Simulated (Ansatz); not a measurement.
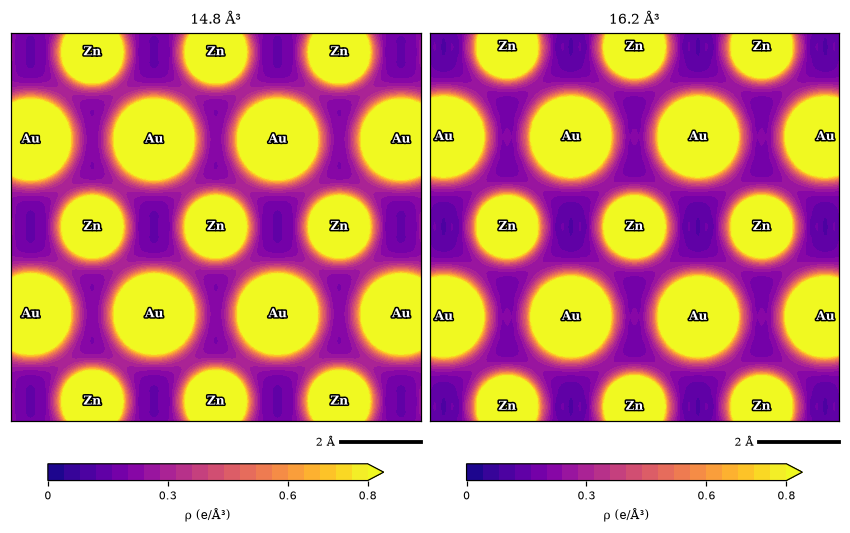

ZnAu. The valence charge density (pseudo) of cells scaled evenly to different volumes (given per atom above each panel), on the (11̄0) plane of each (indices in the axes of the cell below), at one length scale and on one colour scale.

Computed without spin polarisation.

Method: Ansatz 0.2.0, DFT PBEsol, scalar-relativistic, plane waves, PAW.

The density is the valence pseudo-density of a PAW calculation; it isn't the true density close to the nuclei.

The largest cell:

```cif
data_structure
_symmetry_space_group_name_H-M 'P 1'
_symmetry_Int_Tables_number 1
_cell_length_a 3.1895
_cell_length_b 3.1895
_cell_length_c 3.1895
_cell_angle_alpha 90.000
_cell_angle_beta 90.000
_cell_angle_gamma 90.000
_cell_volume 32.45
loop_
_atom_site_label
_atom_site_type_symbol
_atom_site_fract_x
_atom_site_fract_y
_atom_site_fract_z
_atom_site_occupancy
Zn1 Zn 0.50000 0.50000 0.50000 1
Au1 Au 0.00000 0.00000 0.00000 1
```

| volume (Å³/atom) | Zn–Au contact in the plane (Å) | ρ at its midpoint (e/Å³) | pressure (GPa) | 
| --- | --- | --- | --- |
| 14.85 | 2.682 | 0.319 | 4.7 | 
| 15.58 | 2.725 | ? | ? | 
| 16.22 | 2.762 | 0.277 | −7.1 | 

Estimate the missing row, and compare with the calculation.

Answer. Over the known rows ln ρ falls by 1.76 per Å of Zn–Au distance (the line through the two), which gives 0.296 e/Å³ at 2.725 Å; the calculation gives 0.295 e/Å³. For the pressure, a straight line in volume between the neighbouring rows gives −1.6 GPa; the calculation gives −2.4, lower because pressure rises ever faster on compression.
